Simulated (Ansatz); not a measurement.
# GeSe5: what the fields show

Input

```
crystal:
  lattice:
    - [3.6858358058, 0.0, 0.0]
    - [-1.8429179029, 3.192027442, 0.0]
    - [0.0, 0.0, 13.3270657862]
  atoms:
    - { symbol: Ge, position: [0.0, 0.0, 0.0] }
    - { symbol: Se, position: [0.6666666667, 0.3333333333, 0.8873458421] }
    - { symbol: Se, position: [0.3333333333, 0.6666666667, 0.1126541579] }
    - { symbol: Se, position: [0.3333333333, 0.6666666667, 0.6197807781] }
    - { symbol: Se, position: [0.0, 0.0, 0.5] }
    - { symbol: Se, position: [0.6666666667, 0.3333333333, 0.3802192219] }
basis:
  ecutwfc: 420
kpoints:
  mp_grid: { grid: [12, 12, 4] }
hamiltonian:
  xc: pbe
scf:
  occupations: { method: gaussian, width: 0.1 }
output:
  forces: true
  stress: true
  eigenvalues: true
  write_density: true
  write_potential: true
  elf: true
  volumetric_format: npy
relax:
  adjacent_minimum: "off"
  f_tol: 0.01
  max_steps: 80
  cell: { stress_tol: 0.05 }
```

Launched as:

```sh
ansatz run input.yaml --threads 1 --pin off --max-ram 2560MiB --backend cpu --events-out ev --progress --plain --runs-dir out
```

Below, planes, directions and counts refer to the conventional cell (a = 3.69 Å, b = 3.69 Å, c = 13.33 Å, α = 90.00°, β = 90.00°, γ = 120.00°).

Space group P-3m1; a generated structure, not necessarily the stable one.

All numbers below come from DFT PBE, scalar-relativistic, plane waves, PAW in Ansatz.

In a PAW calculation such maps are meaningful between the atoms, not at the nuclei.

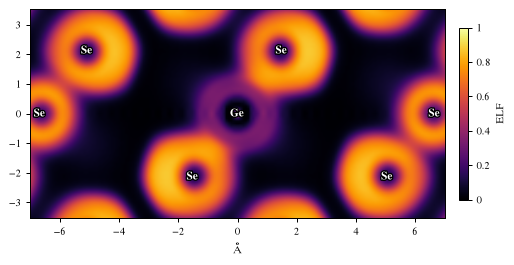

Figure 1. Electron localisation function on the (110) plane of the conventional cell.

What do the fields say about this system?

Answer. The plane passes through Ge and Se nuclei. Ge–Se (2.60 Å): the ELF is about 0.70 at the midpoint. Se–Se (2.66 Å): the ELF is about 0.60 at the midpoint. The ELF also peaks beside Se, away from the bonds: lone-pair regions.

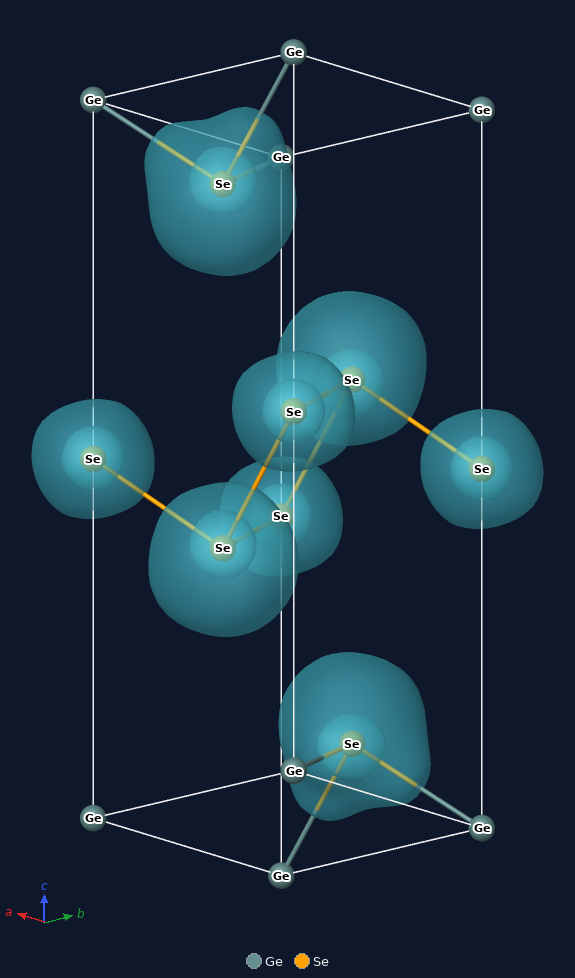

Figure 2. Isosurface of the electron localisation function at 0.65 (cyan), seen at an oblique angle. Only the valence region is drawn (cores and ρ < 0.01 e/Å³ removed). Sticks mark near contacts.

Where are the electrons localised?

Answer. The ELF exceeds this value in two regions on Se in which the atom's valence shell and bonds are merged and three regions wrapped around Se (the valence shell of each), counted in one cell of 6 atoms. Any copies at cell faces, edges or corners count once.

Metal or insulator at this level of theory?

Answer. It is metallic or semimetallic at this level of theory: no gap opens.
